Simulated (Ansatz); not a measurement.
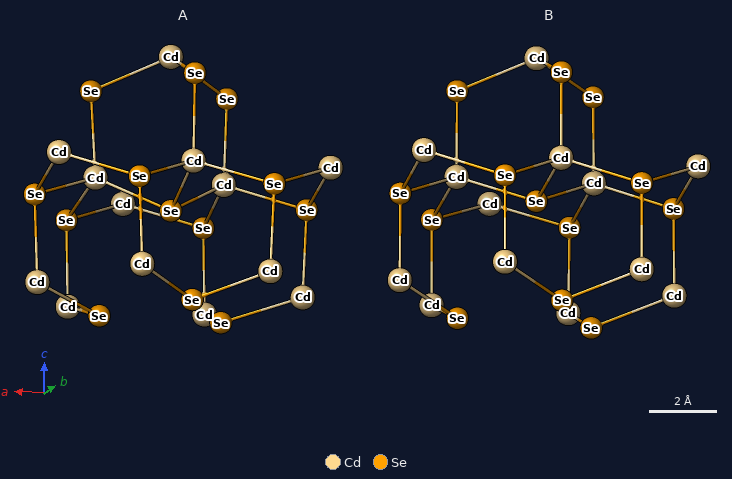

Two geometries of a defect cell of composition Cd47Se48 (cell charge −2), drawn at one scale. One is the start of a relaxation, the other its converged end. The picture is a ball-and-stick view of the atoms within 5.8 Å of the atom that moves most (axes of the cell of the calculation (origin shifted)), seen from a free direction.

Theory: Ansatz 0.2.0, DFT, PBEsol, PAW, plane waves. (plane-wave cutoff 420 eV; k-point mesh 1 × 1 × 1; mesh shifted by (0.25, 0.25, 0.25); no spin polarisation; atoms relaxed in a fixed cell; force threshold 0.03 eV/Å; at most 80 steps)

### Which one is relaxed?

Structure A is the relaxed one. The atoms of the start lie slightly off their symmetric places, so part of the fall in energy undoes that. Over 4 geometry steps the energy falls by 0.991 eV per cell of the calculation. The largest force component goes from 0.83 to 0.021 eV/Å. The atom that moves furthest is a Se atom (0.29 Å roughly along −c). Largest moves by element: Se 0.29 Å, Cd 0.20 Å. The cell doesn't change. Among the contacts that change: Cd–Se 2.709 → 2.582 Å, Cd–Se 2.674 → 2.582 Å, Cd–Se 2.597 → 2.672 Å, Cd–Se 2.643 → 2.580 Å. Among the angles between lasting bonds that change: Se–Cd–Se 108.5° → 118.7°, Se–Cd–Se 108.5° → 118.6°, Se–Cd–Se 109.9° → 118.5°. The run took 9.6 s on 1 × NVIDIA GB200 with 8 threads of Arm Neoverse-V2, peak memory 2.7 GiB.

Limits of the set-up: the cell is charged, on a uniform background, and energies carry no finite-size correction.
